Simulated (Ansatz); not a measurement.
PtS2

```
Pt S
1.0
     3.47777    0.00000    0.00000
    -1.73889    3.01184    0.00000
     0.00000    0.00000   15.30674
Pt S
3 6
Direct
  0.66667 0.33333 0.33055
  0.33333 0.66667 0.66388
  0.00000 0.00000 0.99722
  0.33333 0.66667 0.09190
  0.00000 0.00000 0.42523
  0.66667 0.33333 0.75857
  0.00000 0.00000 0.24355
  0.66667 0.33333 0.57688
  0.33333 0.66667 0.91022
```

Space group R3m; a structure from a database of computed crystals, not necessarily the ambient phase; started from the MoS2-160 prototype, which need not be the ambient phase.

Level of theory: DFT, r2SCAN+rVV10, plane waves, PAW (Ansatz).

Core electrons are frozen (PAW), and the valence fields are smoothed inside the atomic spheres.

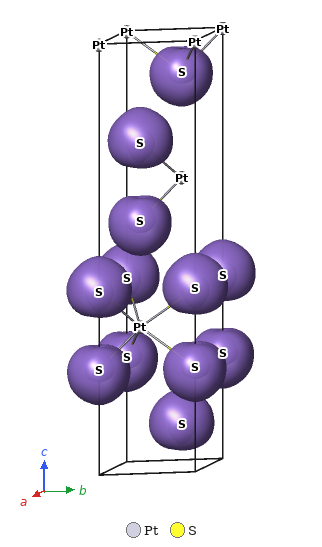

Figure 1. Isosurface of the ELF at 0.65 (purple), seen slightly off an axis. Only the valence region is drawn (cores and ρ < 0.01 e/Å³ removed). Sticks mark near contacts.

### Where are the electrons localised?

At this value the surface marks out six regions wrapped around S (the valence shell of each), counted in one cell of 9 atoms. Regions shared between cells count once.


Pt–S (2.41 Å): the ELF peaks at about 0.85 in the valence shell of S, 0.8 Å from its nucleus, and is about 0.40 at the midpoint. Pt–S (2.48 Å): the ELF peaks at about 0.85 in the valence shell of S, 0.8 Å from its nucleus, and is about 0.40 at the midpoint.

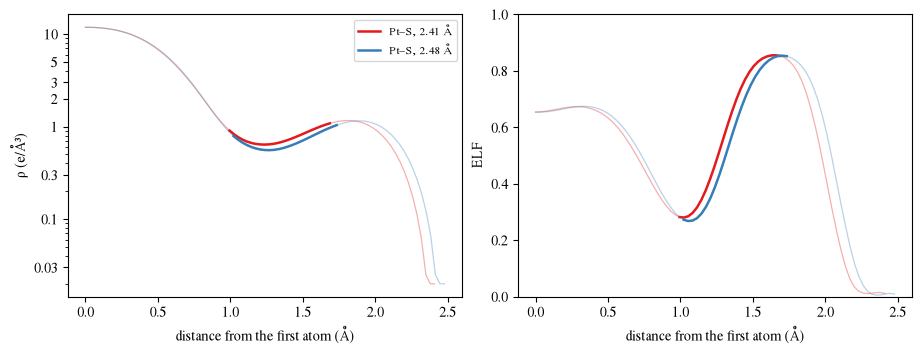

Figure 2. Valence charge density (pseudo) and ELF along straight lines between neighbouring atoms. Thin, pale parts lie inside the atomic spheres.

### What can be read from the curves?

Pt–S (2.41 Å): ρ is about 0.64 e/Å³ halfway; the ELF peaks at about 0.85 in the valence shell of S, 0.8 Å from its nucleus, and is about 0.40 at the midpoint.
Pt–S (2.48 Å): ρ at the midpoint is about 0.56 e/Å³; the ELF peaks at about 0.85 in the valence shell of S, 0.8 Å from its nucleus, and is about 0.40 at the midpoint.
